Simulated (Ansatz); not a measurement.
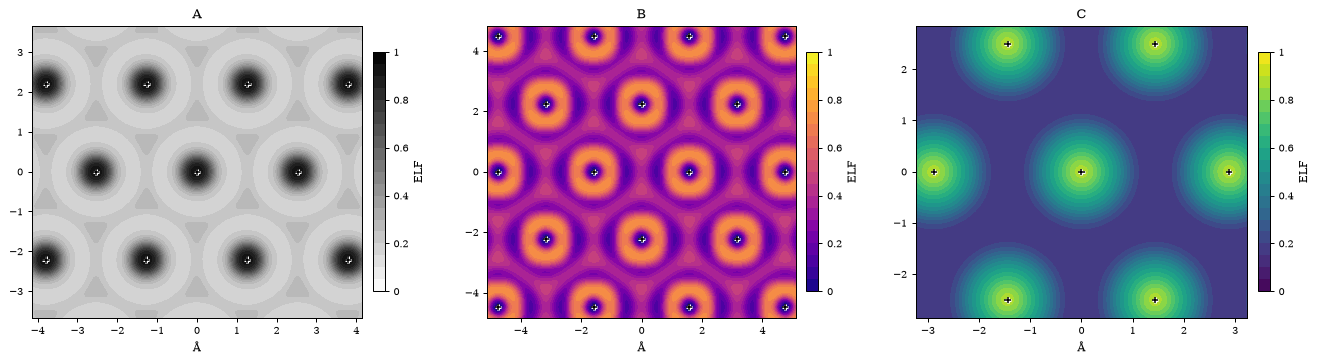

The electron localisation function of 3 systems, each on a plane through atoms (crosses mark nuclei in the plane).

All numbers below come from Kohn-Sham DFT of a periodic cell, PBE, Ansatz PAW in Ansatz.

System 1: Cu, the (001) plane of the conventional cell. Space group P-1; changed on purpose from its base cell (cell strained at random at fixed volume).

```
CELL_PARAMETERS angstrom
-1.79533 -1.78360 -0.00357
-0.00858 1.79575 1.80169
-0.02762 1.80765 -1.81359
ATOMIC_POSITIONS crystal
Cu 0.50000 0.00000 0.00000
```

System 2: W, the (101̄) plane of the conventional cell. Space group Im-3m; computed pressure about 6 GPa in this cell.

```yaml
crystal:
  lattice:
    - [3.16469, 0.00000, 0.00000]
    - [0.00000, 3.16469, 0.00000]
    - [0.00000, 0.00000, 3.16469]
  atoms:
    - { symbol: W, position: [0.00000, 0.00000, 0.00000] }
    - { symbol: W, position: [0.50000, 0.50000, 0.50000] }
```

System 3: Ag, the (001) plane of the conventional cell. Space group R-3m; a structure from a database of computed crystals, not necessarily the ambient phase; computed pressure about 6 GPa in this cell.

Which map belongs to which system?

Answer. Panel A is system 1, Cu: the plane holds Cu. Cu–Cu (2.53 Å): the ELF is about 0.20 at the midpoint (no shared electron pair shows on this line). Panel B is system 2, W: the plane holds W. W–W (2.74 Å): the ELF is about 0.40 at the midpoint. Panel C is system 3, Ag: the plane holds Ag. Ag–Ag (2.89 Å): the ELF is about 0.15 at the midpoint: no shared electron pair shows on this line.
